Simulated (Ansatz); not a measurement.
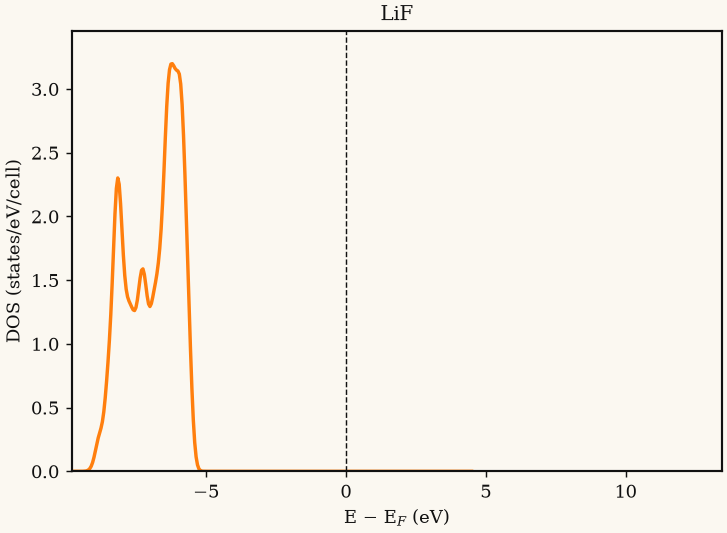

Density of states. Energies are counted from the Fermi level, put mid-gap where there is a gap. The curve is built from the levels of the k mesh with Gaussians 0.3 eV wide, which also blur the band edges.

The material is LiF, space group I4/mmm (No. 139), 2 atoms in the cell, rocksalt type, epitaxial (xy) strain −6.0%.

Computed with Ansatz: DFT, r2SCAN, plane waves, PAW, no spin polarisation, 10×10×10 k mesh, 500 eV cutoff.

Metal or insulator, going by the density of states?

There is a gap; over the k points computed it is 10.91 eV (direct among those points).

Where is the tallest peak of the filled states in the window?

Within the window shown, the tallest peak of the filled states lies 0.7 eV under the valence-band top, at about 3.2 states per eV and cell.

How wide is the upper valence band?

The upper group of valence states starts about 3.6 eV under the valence-band top (which lies at −5.5 eV on this axis), with a gap beneath it; it holds about 6 electrons a cell.

The cell is at 9 GPa in this functional.
